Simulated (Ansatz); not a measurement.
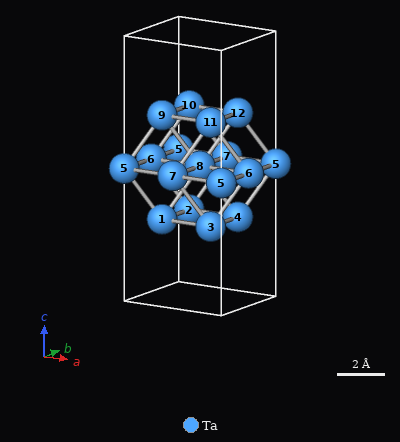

The structure (ball-and-stick view of the cell of the calculation, with the vacuum cut short, seen slightly off an axis; atoms are numbered from 1 in the order of the input). An atom can appear more than once, as a periodic image. Near neighbours in the periodic cell (some may lie outside the picture): Ta has 6 Ta at 2.81 to 2.87 Å; Ta has 8 Ta at 2.81 to 2.87 Å.

Run report: Ta, single-point calculation

The run: single-point calculation of Ta (slab, 12 atoms in the cell). Method and program: DFT PBE, scalar-relativistic, plane waves, PAW, PAW set soft_1, no spin polarisation (Ansatz 0.2.0).

The structure derives from an entry of the Crystallography Open Database. Figures and captions count atoms from 1; the log counts them from 0 in places.

### Input
```yaml
crystal:
  lattice:
    - [5.7486197046, 0.0, 0.0]
    - [-1.9162065682, 5.4198506341, 0.0]
    - [0.0, 0.0, 22.5266897271]
  atoms:
    - { symbol: Ta, position: [0.25, 0.25, 0.1775671458] }
    - { symbol: Ta, position: [0.25, 0.75, 0.1775671458] }
    - { symbol: Ta, position: [0.75, 0.25, 0.1775671458] }
    - { symbol: Ta, position: [0.75, 0.75, 0.1775671458] }
    - { symbol: Ta, position: [0.0, 0.0, 0.2780564082] }
    - { symbol: Ta, position: [0.0, 0.5, 0.2780564082] }
    - { symbol: Ta, position: [0.5, 0.0, 0.2780564082] }
    - { symbol: Ta, position: [0.5, 0.5, 0.2780564082] }
    - { symbol: Ta, position: [0.25, 0.25, 0.3785149896] }
    - { symbol: Ta, position: [0.25, 0.75, 0.3785149896] }
    - { symbol: Ta, position: [0.75, 0.25, 0.3785149896] }
    - { symbol: Ta, position: [0.75, 0.75, 0.3785149896] }
basis:
  ecutwfc: 420
kpoints:
  mp_grid: { grid: [5, 5, 1] }
hamiltonian:
  xc: pbe
  pseudopotentials: { kind: paw, azcp: { folder: soft_1 } }
scf:
  occupations: { method: gaussian, width: 0.1 }
output:
  forces: true
  eigenvalues: true
efield:
  axis: 3
  dipole_correction: true
  ramp_width: 0.04
```

Command:
```bash
ansatz run input.yaml --threads 8 --pin off --max-ram 22528MiB --backend cpu --events-out ev --progress --plain --runs-dir out
```

### What the program printed
```
Engine: ansatz 0.2.0, aarch64-unknown-linux-gnu
Pseudopotentials: kind: paw
Pseudopotential: Ta, paw, valence charge 13, recommended cutoff 420 eV (normal), [file]
Functional definition: PBE
  parameter kappa = 0.804
  parameter beta = 0.06672455060314922
  exchange = pbe_x(kappa = kappa, mu = beta*pi^2/3)
  correlation = pbe_c(beta = beta)
Crystal: 12 atoms, lattice volume = 701.856 Å³
Basis set: ecut = 420 eV, 13787 PW (Γ), exchange–correlation on 80×80×320 points (8 copies of the dense FFT grid, shifted against one another)
Bands: 94, of which v1, the nominal top of the filled ones, is band 78 counted from 1 (77 counted from 0)
Symmetry: 16 space group operations
Space group: Cmm2 (ITA 35), of the structure as read, at distance tolerance 8.9e-5 Å
k-points: 9 of 25
Non-local potential: Ta, projectors of the file, l = 0: 3, l = 1: 2, l = 2: 2, l = 3: 1
PAW form: soft (Blöchl's): semilocal exchange-correlation on the pseudo side does not see the compensation charge
PAW one-centre angular grid: Ta, 590 points (default); XC on 64 Gauss nodes
Initial density: superposition of atomic densities (neutral atoms: chi_scale 0, normalization atom)
Initial wavefunctions: pseudopotential atomic-orbital guess
Functional: x = pbe(κ = 0.804, μ = 0.2195149727645171), c = pbe(β = 0.06672455060314922)
SCF iter   1: F=—  HF=-119198.740844 eV  |F-HF|=—  |Δ(HF+E_count)|=         —  Δρ=3.74e-2  dr2=8.49e1  ethr=3.10e-3  p=0.000 e·Å  D=2.76e-8 V/Å  ΔV_dip=-0.00 eV  dr2_dipole=2.51e-5  V_vac-E_F(+/−)=7.14/7.14 eV  ⟨swp⟩=9.1  Hψ=4309  notcnv=0
efield: sawtooth ramp at fractional position 0.7580 (placed from the atoms, in the widest stretch of the axis that holds none; the zero of the levels goes with the place), width 0.0400; the density the first Hamiltonian is built on has a dipole p = 0.000 e·Å; the dipole correction subtracts the counter field D = 2.76e-8 V/Å, which shifts the + side's vacuum level by -0.00 eV against the − side's; the planar-averaged density in the ramp window peaks in size at 5.0e-7 e/Å³
preconditioner: auto → LDOS  [metal: Δε(μ)=0.055 eV  Ē_g=4.125 eV  σ=0.100 eV  W_gap=0.30  n_scr=102 (ndim 8)  ℏωp=10.9 eV  f_vac=0.594  D(μ)=19.79/eV (n_scr^D=124)  β→1.0]
SCF iter   2: F=—  HF=-119189.823627 eV  |F-HF|=—  |Δ(HF+E_count)|=    8.92e0  Δρ=1.97e-2  dr2=6.77e0  ethr=3.10e-3  p=-0.002 e·Å  D=-4.18e-4 V/Å  ΔV_dip=0.01 eV  dr2_dipole=4.68e-4  V_vac-E_F(+/−)=4.82/4.81 eV  ⟨swp⟩=4.2  Hψ=2001  notcnv=0  defer=53
SCF iter   3: F=—  HF=-119189.701909 eV  |F-HF|=—  |Δ(HF+E_count)|=   1.22e-1  Δρ=5.26e-3  dr2=1.07e0  ethr=3.10e-3  p=0.001 e·Å  D=3.69e-4 V/Å  ΔV_dip=-0.01 eV  dr2_dipole=9.48e-5  V_vac-E_F(+/−)=5.15/5.16 eV  ⟨swp⟩=3.2  Hψ=1681  notcnv=0  defer=49
SCF iter   4: F=—  HF=-119189.603275 eV  |F-HF|=—  |Δ(HF+E_count)|=   9.86e-2  Δρ=1.31e-3  dr2=1.24e-2  ethr=6.87e-4  p=-0.000 e·Å  D=-4.93e-5 V/Å  ΔV_dip=0.00 eV  dr2_dipole=1.92e-5  V_vac-E_F(+/−)=4.84/4.84 eV  ⟨swp⟩=2.4  Hψ=1275  notcnv=0  defer=49
SCF iter   5: F=—  HF=-119189.601142 eV  |F-HF|=—  |Δ(HF+E_count)|=   2.13e-3  Δρ=4.13e-4  dr2=1.23e-3  ethr=7.96e-6  p=0.000 e·Å  D=1.05e-4 V/Å  ΔV_dip=-0.00 eV  dr2_dipole=8.04e-7  V_vac-E_F(+/−)=4.79/4.80 eV  ⟨swp⟩=2.8  Hψ=1584  notcnv=0  defer=49
SCF iter   6: F=—  HF=-119189.601516 eV  |F-HF|=—  |Δ(HF+E_count)|=   3.74e-4  Δρ=1.09e-4  dr2=9.54e-5  ethr=7.91e-7  p=-0.000 e·Å  D=-7.24e-6 V/Å  ΔV_dip=0.00 eV  dr2_dipole=2.86e-6  V_vac-E_F(+/−)=4.78/4.78 eV  ⟨swp⟩=2.4  Hψ=1092  notcnv=0  defer=49
SCF iter   7: F=—  HF=-119189.601185 eV  |F-HF|=—  |Δ(HF+E_count)|=   3.32e-4  Δρ=3.09e-5  dr2=1.26e-5  ethr=6.12e-8  p=0.000 e·Å  D=7.11e-5 V/Å  ΔV_dip=-0.00 eV  dr2_dipole=6.97e-7  V_vac-E_F(+/−)=4.77/4.77 eV  ⟨swp⟩=3.6  Hψ=1728  notcnv=0  defer=49
SCF iter   8: F=—  HF=-119189.601188 eV  |F-HF|=—  |Δ(HF+E_count)|=   3.38e-6  Δρ=1.10e-5  dr2=9.49e-7  ethr=8.09e-9  p=0.000 e·Å  D=3.29e-5 V/Å  ΔV_dip=-0.00 eV  dr2_dipole=4.80e-8  V_vac-E_F(+/−)=4.77/4.77 eV  ⟨swp⟩=2.0  Hψ=1309  notcnv=0  defer=49
SCF iter   9: F=-119189.601190 eV  HF=-119189.601189 eV  |F-HF|=2.06e-7  |Δ(HF+E_count)|=   1.37e-6  Δρ=2.80e-6  dr2=3.16e-8  ethr=6.41e-11  p=0.000 e·Å  D=3.95e-5 V/Å  ΔV_dip=-0.00 eV  dr2_dipole=4.09e-14  V_vac-E_F(+/−)=4.77/4.77 eV  ⟨swp⟩=32.1  Hψ=5292  notcnv=0
SCF 1 converged in 9 iterations: F = -119189.601190 eV  dr2 = 3.16e-8
  greatest PAW one-centre occupation: 0.999 electrons in one spin orbital (limit 2), on the Ta atom at site 7 (counted from 0), in its partial waves of l = 0
```

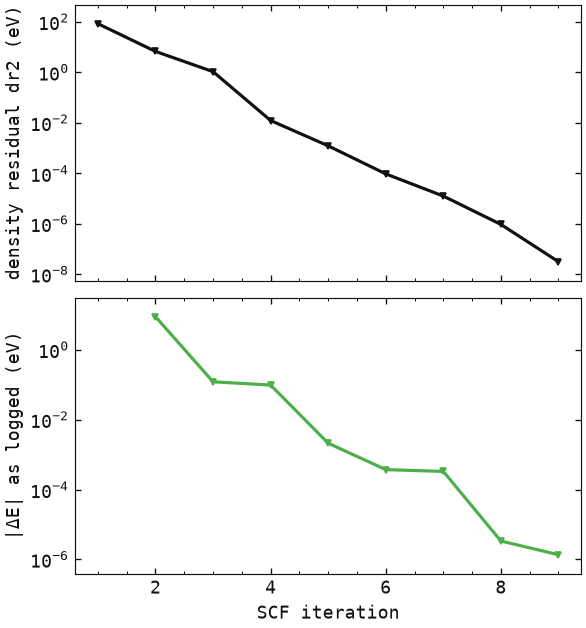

Convergence of the self-consistent field: density residual dr2 and size of the energy change against the SCF iteration. The residual falls at every step.

```
SCF converged after 9 iterations
Free energy (F): -119189.601190 eV
Harris-Foulkes:  -119189.601189 eV  (|F-HF|=2.06e-7)
Internal energy: -119189.530657 eV  (E = F + TS)
E sigma→0 (E₀):  -119189.565923 eV
Entropy (-TS):   -0.070532 eV (-5.878 meV/atom)
Fermi energy:    2.613250 eV
Dipole field:    D = 0.000039 V/Å  (p = 0.000153 e·Å, saw-weighted, corrected)
Work function:   Φ+ = 4.7721 eV   Φ− = 4.7730 eV
Levels:          The Fermi level and band energies are counted from a zero that moves with the ramp; work functions are not
--- Per-component energies (eV) ---
  E_band       = -3772.404791
  E_kinetic    = 4702.783257
  E_local      = -139602.327187  (includes V_loc(G=0)·N_el)
  E_nonlocal   = -132.146572
  E_hartree    = 67639.369456
  E_xc         = -3841.088933
  E_vxc        = -2785.023360  (∫ρ·V_xc dr)
  E_paw        = -99653.896414  (= ΣΔE_a)
  E_vpaw       = -1234.407695  (= ΣTr[D̂ρ^β])
  E_aug_tail   = 0.001114  (compensation charges beyond the density's cutoff)
  E_efield     = 0.000000  (sawtooth field / dipole correction)
  E_vefield    = -0.000001  (∫n·V_field dr)
  E_ewald      = 51697.774622
  E_smearing   = -0.070532  (= −TS)
  E_closure    = -0.000000  (closes the sum)
  Σ components = -119189.601190   (vs F -119189.601190, Δ=0.00e0)
--- Forces (eV/Å), atoms counted from 1 ---
  atom   1  Ta    -0.00000000    -0.00000000    -0.05209010
  atom   2  Ta    -0.00000000     0.00000000    -0.05209010
  atom   3  Ta    -0.00000000     0.00000000    -0.05209010
  atom   4  Ta     0.00000000    -0.00000000    -0.05209010
  atom   5  Ta    -0.00000000    -0.00000000    -0.00268320
  atom   6  Ta     0.00000000    -0.00000000    -0.00268320
  atom   7  Ta    -0.00000000     0.00000000    -0.00268320
  atom   8  Ta     0.00000000     0.00000000    -0.00268320
  atom   9  Ta     0.00000000    -0.00000000     0.05477916
  atom  10  Ta     0.00000000    -0.00000000     0.05477916
  atom  11  Ta     0.00000000     0.00000000     0.05477916
  atom  12  Ta    -0.00000000    -0.00000000     0.05477916
  max |Σ_I F_I| component: 2.34e-5 eV/Å
--- Band table (eV; the first three rows and the last of 9) ---
  k-point 0: bands = ["-64.9173", "-64.9100", "-64.8563", "-64.8563", "-64.8560", "-64.8560", "-64.8204", "-64.8162", "-64.5632", "-64.5159", "-64.5159", "-64.4710", "-31.8780", "-31.8780", "-31.8690", "-31.8434", "-31.7934", "-31.7882", "-31.7882", "-31.7573", "-31.7573", "-31.5541", "-31.5385", "-31.5140", "-31.5030", "-31.4369", "-31.4369", "-31.4218", "-31.3711", "-31.1898", "-31.1898", "-31.1047", "-31.1000", "-31.1000", "-31.0319", "-31.0265", "-30.9637", "-30.9637", "-30.8483", "-30.8481", "-30.8373", "-30.7932", "-30.7898", "-30.7898", "-30.6535", "-30.6535", "-30.6505", "-30.6241", "-4.7474", "-3.0304", "-1.9836", "-1.4912", "-1.4912", "-1.3243", "-1.3235", "-1.3235", "-0.9978", "-0.8319", "-0.4477", "-0.4477", "-0.3593", "0.9220", "1.0365", "1.0982", "1.0982", "1.1397", "1.1397", "1.2021", "1.2021", "1.4488", "1.8409", "2.1881", "2.3077", "2.3302", "2.3302", "2.8811", "3.1157", "3.1157", "3.1830", "3.6090", "3.7864", "3.8025", "3.8179", "4.1793", "4.1793", "4.4121", "5.1223", "5.1919", "5.1919", "5.5253", "5.7700", "5.8308", "5.9655", "6.0082"]
  k-point 1: bands = ["-64.9115", "-64.9049", "-64.8621", "-64.8613", "-64.8529", "-64.8523", "-64.8238", "-64.8201", "-64.5586", "-64.5204", "-64.5116", "-64.4753", "-31.8546", "-31.8226", "-31.8192", "-31.8173", "-31.7669", "-31.7564", "-31.7484", "-31.7392", "-31.6796", "-31.5633", "-31.5457", "-31.5410", "-31.4722", "-31.4503", "-31.4462", "-31.4132", "-31.3811", "-31.2110", "-31.1660", "-31.1387", "-31.1322", "-31.1077", "-31.0700", "-31.0212", "-31.0067", "-30.9612", "-30.8901", "-30.8859", "-30.8136", "-30.8098", "-30.7989", "-30.7877", "-30.7106", "-30.7101", "-30.6539", "-30.6418", "-4.4315", "-2.7261", "-1.7109", "-1.6585", "-1.2847", "-1.2335", "-1.1076", "-1.0575", "-0.7584", "-0.6847", "-0.4042", "-0.0790", "-0.0729", "0.9355", "1.0634", "1.0825", "1.1846", "1.1980", "1.2384", "1.3174", "1.3955", "1.4355", "1.8569", "2.0224", "2.0879", "2.1274", "2.2155", "2.6776", "2.7897", "2.8184", "3.2234", "3.3350", "3.3865", "3.4078", "3.4444", "3.5505", "3.7644", "4.4662", "4.4730", "4.5220", "5.2483", "5.4040", "5.5469", "5.6853", "5.8109", "5.8519"]
  k-point 2: bands = ["-64.8963", "-64.8915", "-64.8774", "-64.8748", "-64.8439", "-64.8424", "-64.8328", "-64.8301", "-64.5468", "-64.5322", "-64.5004", "-64.4866", "-31.7944", "-31.7573", "-31.7353", "-31.7352", "-31.7217", "-31.7185", "-31.6909", "-31.6523", "-31.6132", "-31.5771", "-31.5322", "-31.4920", "-31.4789", "-31.4742", "-31.3761", "-31.3670", "-31.3080", "-31.2982", "-31.2881", "-31.2759", "-31.2440", "-31.1535", "-31.0798", "-31.0094", "-30.9629", "-30.9484", "-30.9480", "-30.9453", "-30.8705", "-30.8391", "-30.8254", "-30.8139", "-30.7934", "-30.7861", "-30.6536", "-30.6502", "-3.5823", "-2.5052", "-1.9879", "-1.3818", "-0.8618", "-0.6661", "-0.6080", "-0.5019", "-0.3784", "-0.3319", "-0.1422", "0.4625", "0.7072", "0.8422", "0.9033", "0.9822", "0.9962", "1.0822", "1.1693", "1.5042", "1.6849", "1.8112", "1.8749", "1.9067", "1.9125", "1.9826", "2.0135", "2.1407", "2.2396", "2.3866", "2.5129", "2.5741", "2.6505", "2.8743", "3.1224", "3.3066", "3.8847", "4.0120", "4.1286", "4.2065", "4.4938", "4.8331", "4.9256", "4.9451", "5.4746", "5.6319"]
  k-point 8: bands = ["-64.8839", "-64.8777", "-64.8564", "-64.8564", "-64.8561", "-64.8561", "-64.8539", "-64.8488", "-64.5316", "-64.5158", "-64.5158", "-64.5031", "-31.7484", "-31.6734", "-31.6734", "-31.6723", "-31.6723", "-31.6669", "-31.5342", "-31.5068", "-31.5068", "-31.4958", "-31.4762", "-31.4429", "-31.4391", "-31.4391", "-31.3761", "-31.2904", "-31.2793", "-31.2793", "-31.2614", "-31.2614", "-31.2497", "-31.2005", "-31.1990", "-31.1968", "-31.1700", "-31.0915", "-31.0915", "-30.9434", "-30.8999", "-30.8597", "-30.8597", "-30.8327", "-30.8327", "-30.8082", "-30.8011", "-30.7837", "-3.1827", "-1.9055", "-1.5298", "-1.0478", "-1.0478", "-0.6235", "-0.5489", "-0.2604", "-0.1981", "-0.1981", "0.5311", "0.6785", "0.6785", "1.1252", "1.1329", "1.1329", "1.2155", "1.2155", "1.6985", "1.7322", "1.9298", "1.9298", "2.0390", "2.0591", "2.0591", "2.2492", "2.2492", "2.4271", "2.5730", "2.6711", "2.6724", "2.7188", "2.7188", "2.8086", "2.8302", "3.4666", "3.4666", "3.6160", "3.7022", "3.9656", "4.0418", "4.3392", "4.3488", "4.7364", "4.8139", "4.8794"]
```

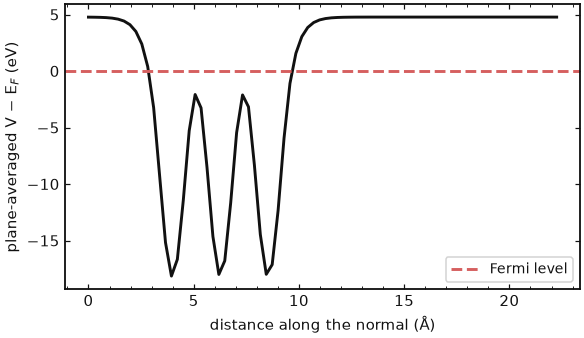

Plane average of the electrostatic potential energy of an electron across the cell, from the Fermi level. The vacuum level lies 4.77 eV above the Fermi level.

### Key numbers

| quantity | value |
| --- | --- |
| outcome | converged |
| electrons treated | 156 |
| free energy | −119189.6012 eV |
| work function, top face | 4.77 eV |
| work function, bottom face | 4.77 eV |
| Fermi energy | 2.613 eV |
| gap on the k-point mesh | none (metallic) |
| work function (upper face) | 4.77 eV |
| largest force (length of the vector) | 0.055 eV/Å |
| hardware | 8 threads of Arm Neoverse N1, 98 GiB of memory available, shared host |
| wall time | 16 s (CPU time 1.9 min) |
| peak memory | 2.4 GiB |

### Notes

Spin–orbit coupling is left out, which matters for Ta.
